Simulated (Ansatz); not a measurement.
**W$_{16}$S$_{33}$ (cell with a defect): density, localisation and related maps**

W$_{16}$S$_{33}$ (cell with a defect), 49 atoms, a = 12.64 Å, b = 12.64 Å, c = 16.94 Å, α = 90.00°, β = 90.00°, γ = 120.00°.

All numbers below come from Ansatz 0.2.0, DFT PBE+D3(BJ), scalar-relativistic, plane waves, PAW.

The density is the valence pseudo-density of a PAW calculation; it isn't the true density close to the nuclei.

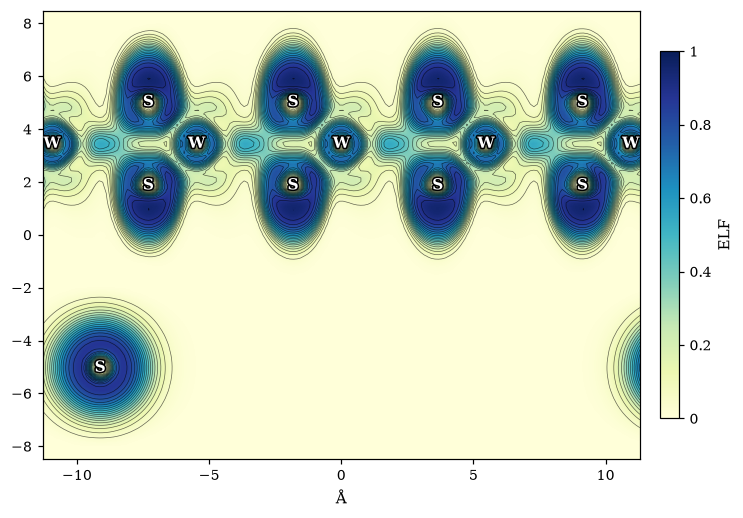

Figure 1. Electron localisation function on the (110) plane of the calculation cell, a cut from vacuum to vacuum.

**What does the map show?**

The plane passes through W and S nuclei.
W–S (2.41 Å): the ELF peaks at about 0.85 in the valence shell of S, 0.8 Å from its nucleus, and is about 0.50 at the midpoint.
The features right at W lie inside the PAW spheres, where the map follows smoothed inner orbitals and isn't to be read closely.

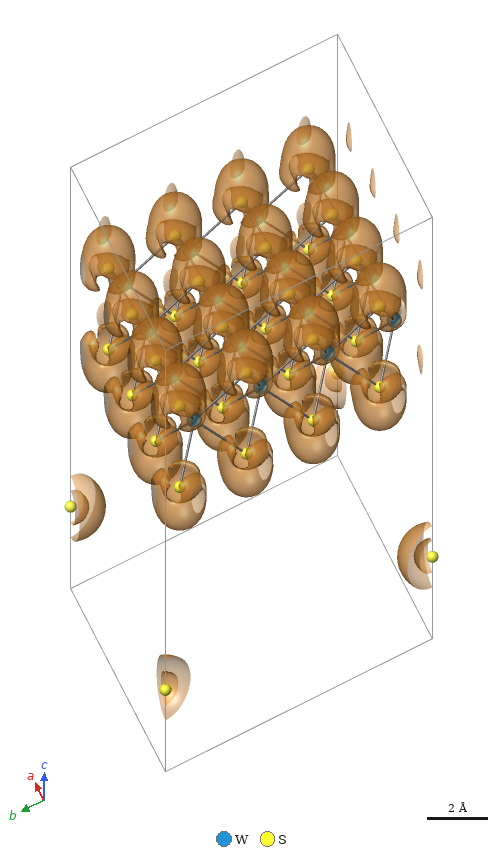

Figure 2. Isosurface of the ELF at 0.8 (orange), seen at an oblique angle. Only the valence region is drawn (cores and ρ < 0.01 e/Å³ removed). Sticks mark near contacts.

**Where are the electrons localised?**

The ELF exceeds this value in 33 regions wrapped around S (the valence shell of each), counted in one cell of 49 atoms. Counts are for one cell; the picture repeats the cell along the surface.

**Metal or insulator at this level of theory?**

It is metallic or semimetallic at this level of theory: no gap opens.
